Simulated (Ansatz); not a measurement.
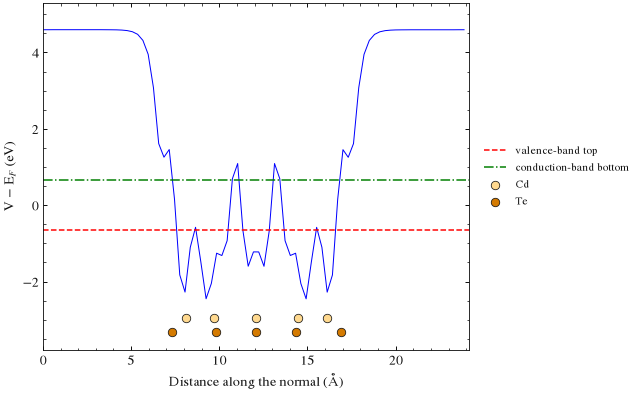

Source: calculation with Ansatz.

Plane-averaged electrostatic potential energy of an electron across the slab; circles at the bottom mark the heights of the atoms (positions after relaxation).

This input was run:

```
crystal:
  lattice:
    - [4.5886582961, 0.0, 0.0]
    - [0.0, 6.4893427954, 0.0]
    - [0.0, 0.0, 24.1773165921]
  atoms:
    - { symbol: Cd, position: [0.5, 0.5, 0.310208123] }
    - { symbol: Te, position: [0.0, 0.25, 0.310208123] }
    - { symbol: Cd, position: [0.0, 0.0, 0.4051040615] }
    - { symbol: Te, position: [0.5, 0.75, 0.4051040615] }
    - { symbol: Cd, position: [0.5, 0.5, 0.5] }
    - { symbol: Te, position: [0.0, 0.25, 0.5] }
    - { symbol: Cd, position: [0.0, 0.0, 0.5948959385] }
    - { symbol: Te, position: [0.5, 0.75, 0.5948959385] }
    - { symbol: Cd, position: [0.5, 0.5, 0.689791877] }
    - { symbol: Te, position: [0.0, 0.25, 0.689791877] }
basis:
  ecutwfc: 420
kpoints:
  mp_grid: { grid: [6, 4, 1] }
hamiltonian:
  xc: pbesol
scf:
  occupations: { method: gaussian, width: 0.05 }
output:
  forces: true
  eigenvalues: true
relax:
  adjacent_minimum: "off"
  f_tol: 0.02
  max_steps: 60
efield:
  axis: 3
  dipole_correction: true
```

**What are the ionisation potential and the electron affinity of the slab?**

From the vacuum level at the right face the ionisation potential is 5.24 eV and the electron affinity 3.94 eV; the left face gives the same. The slab's gap, their difference before rounding, is 1.30 eV. The two vacuum levels agree, so the slab has no net dipole along its normal.

**How thick are slab and vacuum?**

The outermost atoms are 9.6 Å apart, which leaves 14.6 Å of vacuum in a cell 24.2 Å high.

Spin-orbit coupling is left out, which matters for Te.
